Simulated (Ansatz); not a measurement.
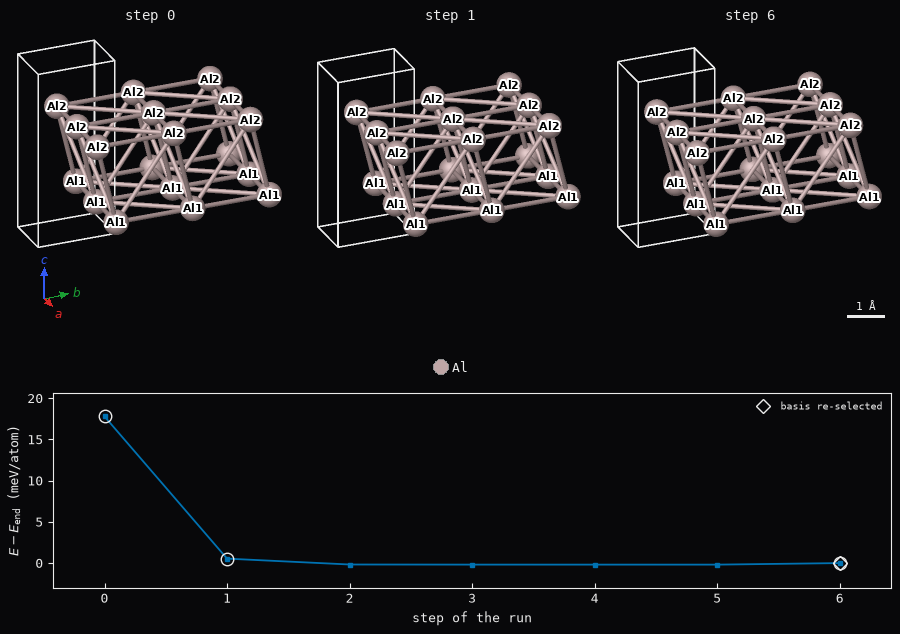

Frames of a relaxation of a crystal of Al (set up in P6_3/mmc), marked on the history of the run. A ball-and-stick model of the cell of the calculation, repeated 3 × 3 × 1 with one cell outlined, seen slightly off an axis.

The run lets cell and atoms move.

The calculation used Ansatz 0.2.0, Kohn-Sham DFT of a periodic cell, PBE with D3(BJ), Ansatz PAW.

The input:
```yaml
crystal:
  lattice:
    - [2.8124553515, 0.0, 0.0]
    - [-1.4062276757, 2.4356577814, 0.0]
    - [0.0, 0.0, 4.86685]
  atoms:
    - { symbol: Al, position: [0.3333333333, 0.6666666667, 0.25] }
    - { symbol: Al, position: [0.6666666667, 0.3333333333, 0.75] }
hamiltonian:
  xc: pbe
  pseudopotentials: { kind: paw }
  dispersion: d3bj
kpoints:
  mp_grid: { grid: [11, 11, 6] }
scf:
  occupations: { method: fermi_dirac, width: 0.05 }
output:
  forces: true
  stress: true
  eigenvalues: true
relax:
  f_tol: 0.01
  max_steps: 40
  cell: { stress_tol: 0.05 }
```

Run as
```bash
ansatz run input.yaml --threads 2 --pin off --max-ram 5632MiB --backend cpu --events-out ev --progress --plain --runs-dir out
```

Question: Describe the path.

Answer: The atoms keep their places relative to the cell (all moves are under 0.005 Å). Cell: a = b unchanged at 2.812 Å, c 4.867 → 4.650 Å (−4.5 %). Volume −4.4 %. Near-neighbour distances that change, for instance: Al1–Al2 2.925 → 2.836 Å. The space group stays P6_3/mmc (No. 194). After 5 accepted moves (6 points after the start) the energy has fallen by 17.8 meV per atom. All forces vanish by symmetry, so only the cell relaxes. Pressure: −3.16 GPa at the start and −0.02 GPa at the end. The SCF was repeated once at an unchanged geometry on a basis and grid sized afresh for the cell, which shifted the energy by 0.2 meV per atom at most. The run took 3.4 s on 2 threads of Arm Neoverse V2 (shared host), peak memory 0.28 GiB. From step 0 to 1: volume −5.8 %, energy −17.3 meV per atom. From step 1 to 6: volume +1.4 %, energy −0.5 meV per atom.

```tsv
step	E − E(0), meV/atom	pressure, GPa	volume, Å³/atom	note
0	0.00	-3.16	16.669	
1	-17.25	1.21	15.709	
2	-17.96	-0.10	15.946	
3	-17.98	0.00	15.927	
4	-17.98	0.00	15.928	
5	-17.98	0.00	15.928	
6	-17.79	-0.02	15.928	same geometry, new basis
```
